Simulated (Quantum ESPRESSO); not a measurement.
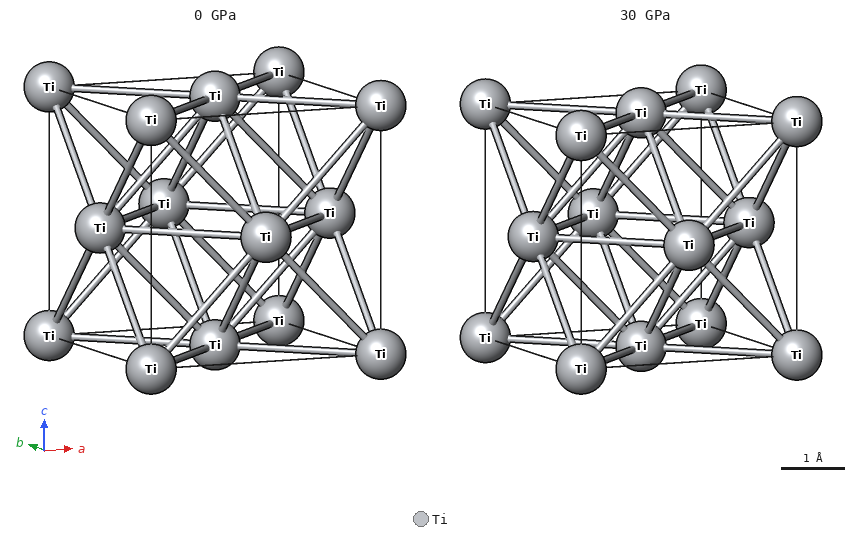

Solid Ti (set up in Fm-3m), relaxed (cell and atoms) at several target pressures. The picture shows the first and the last member. Style: ball-and-stick. Shown: the conventional cell (4 times the calculation's cell), slightly off an axis. Lengths and directions refer to the drawn axes.

Computed with Quantum ESPRESSO 7.5: PBEsol, GBRV 1.5 PBEsol. Set-up: plane-wave cutoff 707.5 eV; k-point mesh 11 × 11 × 11; occupations fermi-dirac; smearing width 0.05 eV; no spin polarisation.

```
pressure (GPa)  volume (Å³/atom)  a (Å)
             0            16.647  4.053
             2                 ?      ?
             5            15.985  3.999
            10            15.426  3.952
            20            14.518  3.872
            30            13.794  3.807
```

Question: Fill in the missing row.

Answer: Murnaghan's form V = V₀(1 + B′P/B₀)^(−1/B′), with V₀ = 16.647 Å³ from the row at zero pressure, fits the other rows with B₀ = 116 GPa and B′ = 3.26 (largest miss 0.006 Å³). At 2 GPa it gives 16.647 × (1 + 3.26 × 2/116)^(−1/3.26) = 16.370 Å³ per atom. The calculation gives 16.368 Å³/atom (a = 4.030 Å). The estimate is 0.002 Å³/atom too high. From the first member to the last: Ti–Ti 2.866 → 2.692 Å.

The whole series:

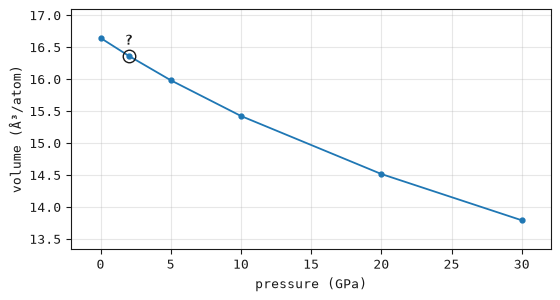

Each member starts from this one structure; whether another phase lies lower wasn't checked.
